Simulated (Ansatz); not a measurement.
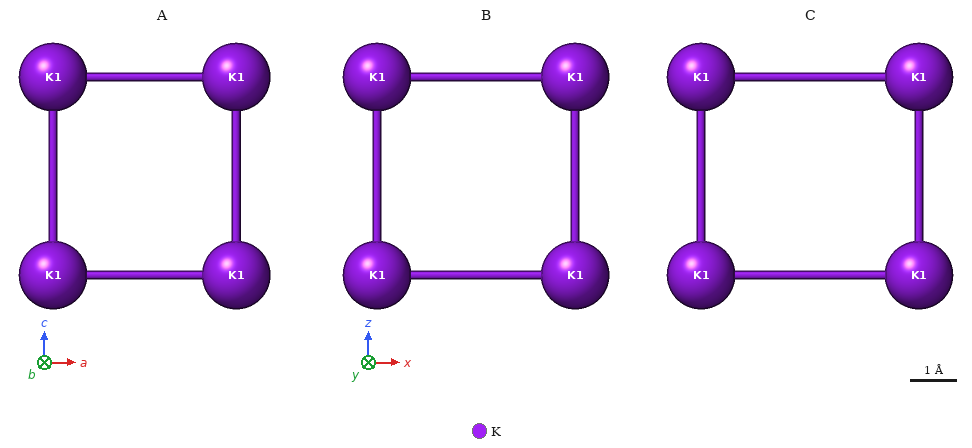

Frames of a one-coordinate scan of crystalline K (Pm-3m). x, y and z are the Cartesian axes of the input. The picture is a ball-and-stick view of the cell of the calculation, seen along the b axis.

The calculation used Ansatz 0.2.0, DFT PBEsol, scalar-relativistic, plane waves, PAW. Settings: plane-wave cutoff 420 eV; k-point mesh 12 × 12 × 12; occupations gaussian; smearing width 0.15 eV; no spin polarisation. Energies (free energies at the smearing named) are counted from the cell as listed in its source, which wasn't relaxed.

**Which coordinate changes from frame to frame?**

The cell is strained along x alone, with the atoms kept at their fractional coordinates. In the frames the strain is −0.075 (A), 0.00 (B), 0.10 (C). Their energies are 8.8 meV/atom, 0.0 meV/atom, 21.6 meV/atom.
